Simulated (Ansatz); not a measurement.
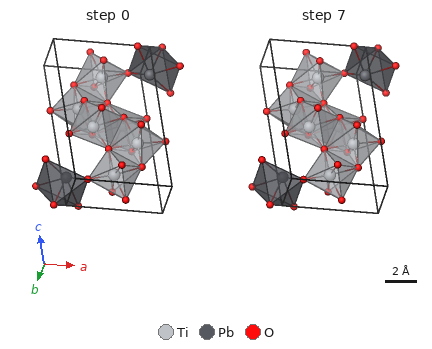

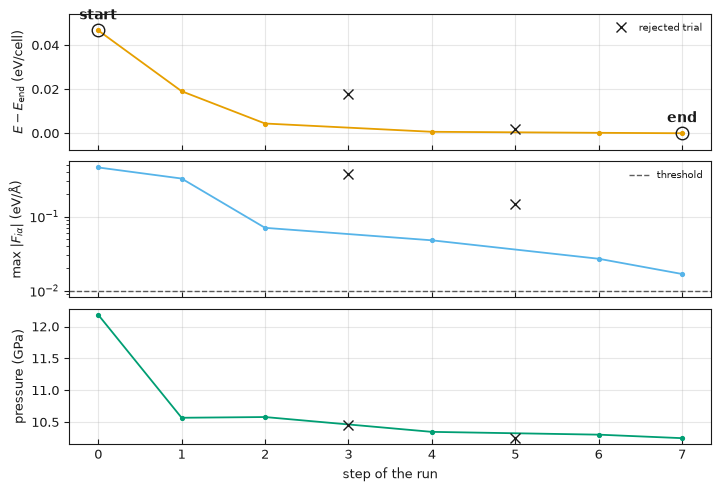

First and last geometry of a relaxation of solid Ti$_{3}$PbO$_{7}$ (set up in P2_1/m), with the history of the run. Style: polyhedral. Shown: the cell of the calculation, from a free direction.

Case: volume × 0.94, shape and atoms relaxed.

Theory: DFT r2SCAN, scalar-relativistic, plane waves, PAW in Ansatz.

The input:
```yaml
crystal:
  lattice:
    - [6.4597416334, 0.0, 0.0024973764]
    - [0.0, 3.7483153189, 0.0]
    - [-1.4859027268, 0.0, 10.3916148538]
  atoms:
    - { symbol: Ti, position: [0.5528583456, 0.75, 0.8996651761] }
    - { symbol: Ti, position: [0.4471416544, 0.25, 0.1003348239] }
    - { symbol: Ti, position: [0.693146712, 0.75, 0.5636670851] }
    - { symbol: Ti, position: [0.306853288, 0.25, 0.4363329149] }
    - { symbol: Ti, position: [0.2541243381, 0.75, 0.6575283818] }
    - { symbol: Ti, position: [0.7458756619, 0.25, 0.3424716182] }
    - { symbol: Pb, position: [0.0117551182, 0.75, 0.1527925609] }
    - { symbol: Pb, position: [0.9882448818, 0.25, 0.8472074391] }
    - { symbol: O, position: [0.4725655901, 0.75, 0.0750091769] }
    - { symbol: O, position: [0.5274344099, 0.25, 0.9249908231] }
    - { symbol: O, position: [0.7425756757, 0.75, 0.3801553159] }
    - { symbol: O, position: [0.2574243243, 0.25, 0.6198446841] }
    - { symbol: O, position: [0.3563694542, 0.75, 0.4785526414] }
    - { symbol: O, position: [0.6436305458, 0.25, 0.5214473586] }
    - { symbol: O, position: [0.8353478857, 0.75, 0.9467930428] }
    - { symbol: O, position: [0.1646521143, 0.25, 0.0532069572] }
    - { symbol: O, position: [0.9564888408, 0.75, 0.6275411172] }
    - { symbol: O, position: [0.0435111592, 0.25, 0.3724588828] }
    - { symbol: O, position: [0.5683457074, 0.75, 0.7155780311] }
    - { symbol: O, position: [0.4316542926, 0.25, 0.2844219689] }
    - { symbol: O, position: [0.2476929575, 0.75, 0.8270562642] }
    - { symbol: O, position: [0.7523070425, 0.25, 0.1729437358] }
basis:
  ecutwfc: 500
kpoints:
  mp_grid: { grid: [4, 8, 4] }
hamiltonian:
  xc: r2scan
scf:
  occupations: { method: gaussian, width: 0.02 }
output:
  forces: true
  stress: true
  eigenvalues: true
relax:
  adjacent_minimum: "off"
  f_tol: 0.01
  max_steps: 30
  cell: { stress_tol: 0.1, fix: [volume] }
```

Launched with:
```bash
ansatz run input.yaml --threads 4 --pin off --max-ram 10240MiB --backend cpu --events-out ev --progress --plain --runs-dir out
```

**Read the history and describe the run.**

The run was cut off at its time limit before the relaxation converged, so the last structure is only a point on the way. Over 5 accepted moves (7 points after the start) the energy falls by 46.7 meV per cell of the calculation. Largest force component: 0.46 eV/Å at the start, 0.017 eV/Å at the end. Pressure: 12.18 GPa at the start and 10.25 GPa at the end. The line search rejected the trial steps at points 3, 5 of the run. The largest moves relative to the cell, 0.050 Å, are those of Pb7 and Pb8. Pb8 goes along [−2 0 −1]. By element the largest moves are Pb 0.050 Å, O 0.044 Å, Ti 0.025 Å. The drawn cell changes at constant volume: a 6.460 → 6.445 Å (−0.2 %), b 3.748 → 3.771 Å (+0.6 %), c 10.497 → 10.454 Å (−0.4 %), β 98.1° → 98.0°. Among the contacts that change: Ti1–O21 2.011 → 2.030 Å, Ti1–Ti2 2.970 → 2.956 Å, Ti5–O13 2.078 → 2.092 Å, Ti1–Ti5 2.966 → 2.954 Å. Among the angles between lasting bonds that change: O15–Pb8–O21 156.8° → 153.6°, Ti1–O15–Pb8 109.7° → 107.6°. The space group stays P2_1/m (No. 11). Cost: 4.3 min on 4 threads of Oxide Virtual Turin-like Processor (Zen 5), with other jobs on the host, peak memory 2.3 GiB.
